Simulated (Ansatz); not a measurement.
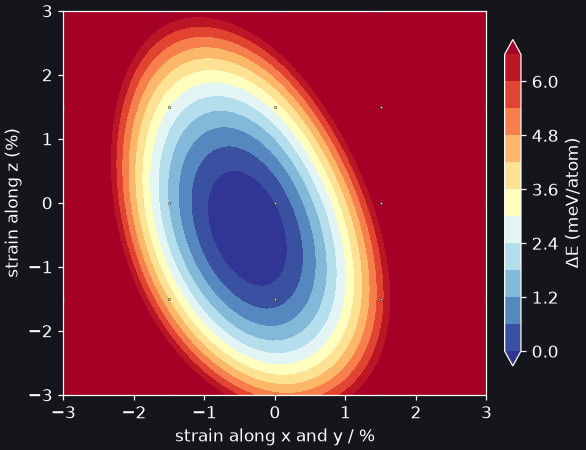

MgS (Fm-3m, No. 225; 2 atoms in the cell). 
- The cell is strained homogeneously, by one strain along x and y and another along z, with fractional coordinates fixed (x, y and z along the cube axes).
- Coordinates scanned: (1) strain along x and y; (2) strain along z.
- The grid has 5 × 5 points.
- Energies: meV/atom, counted from the lowest grid point.
- The reference cell is the one listed in the database, not relaxed at this level.
- These are results of DFT PBEsol, scalar-relativistic, plane waves, PAW (Ansatz 0.2.0), not measurements. Settings: cutoff 420 eV, k-mesh 8×8×8, gaussian smearing 0.05 eV, no spin polarisation.

The picture shows filled contours, dots at the grid points, one colour for all values above the top of the scale. Between grid points the surface is interpolated.

**Estimate the clamped-ion elastic constants that this map fixes.**

With the cell volume of 35.2 Å³, the curvatures of the interpolated surface at its minimum give C₁₁ + C₂₂ + 2C₁₂ ≈ 390 GPa, C₃₃ ≈ 152 GPa and C₁₃ + C₂₃ ≈ 81 GPa (clamped ions, Cartesian axes of the cell). A stretch of 1 % along z with free sides (kept equal in x and y) would change the in-plane lengths by about −0.21 %.
